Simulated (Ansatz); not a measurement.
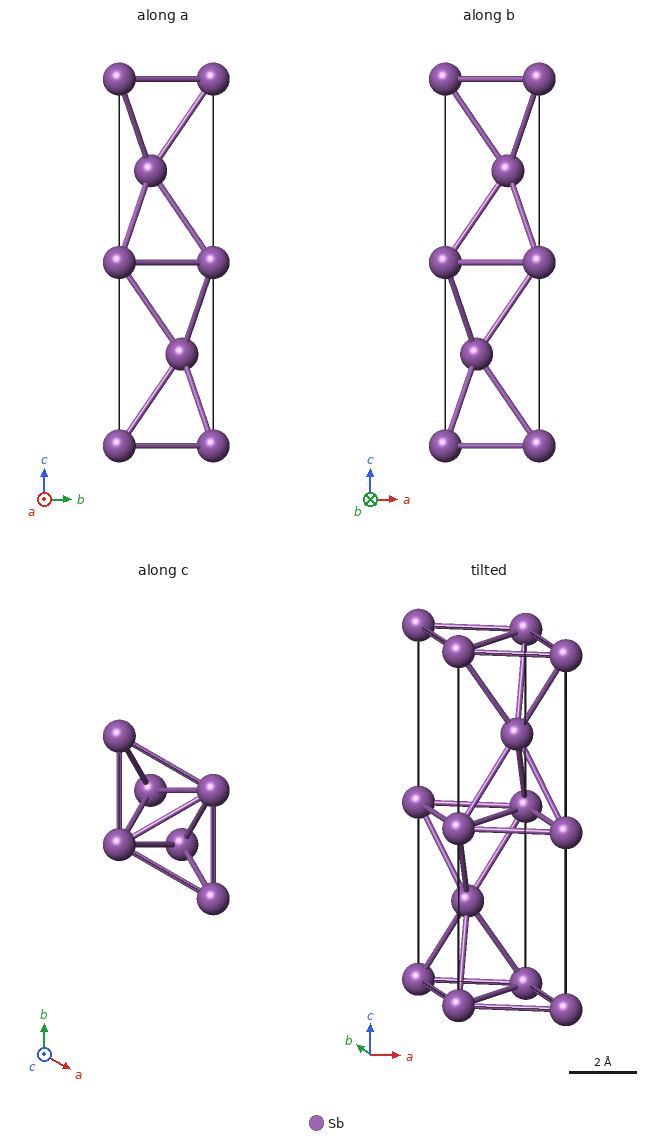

Ball-and-stick drawing of the structure, looking along the a axis, along the b axis, along the c axis and slightly off an axis. Lines trace the edges of the conventional unit cell.

Lattice parameters: a = 3.2471 Å, b = 3.2471 Å, c = 10.9889 Å, α = 90.000°, β = 90.000°, γ = 120.000°.

Convert the drawing into a CIF with its space group and independent sites.

```cif
data_structure
_symmetry_space_group_name_H-M 'P 63/m m c'
_symmetry_Int_Tables_number 194
_cell_length_a 3.2471
_cell_length_b 3.2471
_cell_length_c 10.9889
_cell_angle_alpha 90.000
_cell_angle_beta 90.000
_cell_angle_gamma 120.000
_cell_volume 100.34
loop_
_atom_site_label
_atom_site_type_symbol
_atom_site_symmetry_multiplicity
_atom_site_Wyckoff_symbol
_atom_site_fract_x
_atom_site_fract_y
_atom_site_fract_z
_atom_site_occupancy
Sb1 Sb 2 a 0.0000 0.0000 0.0000 1
Sb2 Sb 2 c 0.3333 0.6667 0.2500 1
```

It goes back to a structure type filled with this element by a generator (whether the element takes this form wasn't checked). Earlier steps of the study may have refined or changed the cell and positions. It was run through Ansatz as a DFT input.
